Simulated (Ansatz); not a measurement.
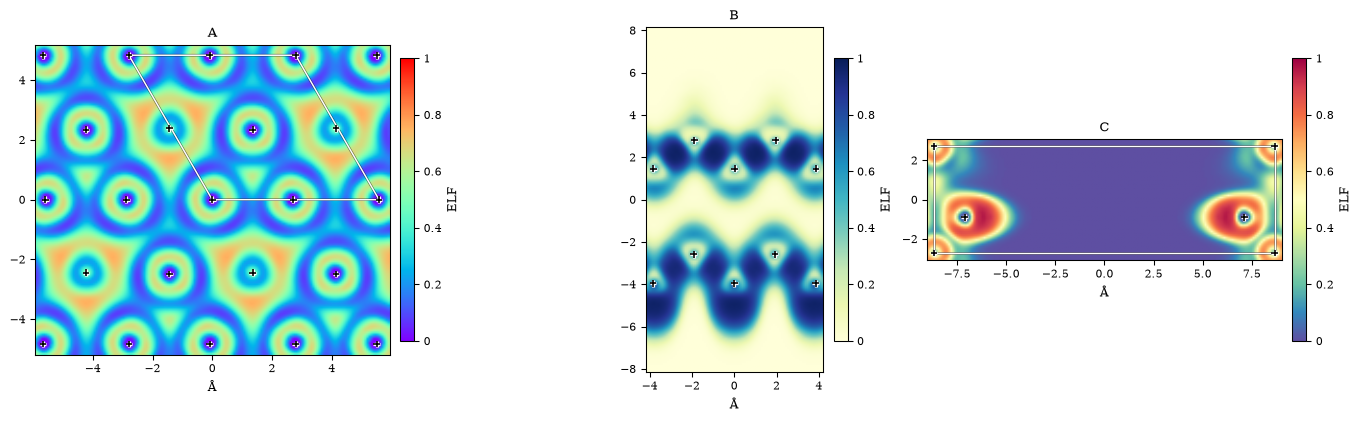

The ELF of 3 systems, each on a plane through atoms (crosses mark nuclei in the plane).

Level of theory: DFT PBEsol, scalar-relativistic, plane waves, PAW in Ansatz.

System 1: Ti$_{3}$Si, the (001) plane of the conventional cell. Space group P6₃/mmc; a structure from a database of computed crystals, not necessarily the ambient phase; changed on purpose from its base cell (strain -0.0500 x Voigt [0, 0, 1, 0, 0, 0], atoms carried along); computed pressure about 9 GPa in this cell; computed without spin polarisation.

```
Ti Si
1.0
     5.58381    0.00000    0.00000
    -2.79190    4.83572    0.00000
     0.00000    0.00000    4.24955
Ti Si
6 2
Direct
  0.34318 0.17159 0.75000
  0.82841 0.17159 0.75000
  0.82841 0.65682 0.75000
  0.65682 0.82841 0.25000
  0.17159 0.82841 0.25000
  0.17159 0.34318 0.25000
  0.33333 0.66667 0.75000
  0.66667 0.33333 0.25000
```

System 2: Si$_{3}$O (slab), the (100) plane of the calculation cell, a cut from vacuum to vacuum. The program warned that a starting moment wasn't kept; spin-polarised, but the moments vanished.

System 3: MoS$_{2}$, the (110) plane of the conventional cell. Space group P-6m2; a structure from a database of computed crystals, not necessarily the ambient phase; computed without spin polarisation.

> Which map belongs to which system?

Panel A is system 1, Ti$_{3}$Si: the plane holds Ti and Si. Ti–Ti (2.71 Å): the ELF is about 0.25 at the midpoint; no localised pair shows between them. Panel B is system 2, Si$_{3}$O: the plane holds Si. Si–Si (2.33 Å): the ELF peaks at about 1 between the atoms. Panel C is system 3, MoS$_{2}$: the plane holds Mo and S. Mo–S (2.39 Å): the ELF peaks at about 0.85 in the valence shell of S, 0.8 Å from its nucleus, and is about 0.45 at the midpoint.
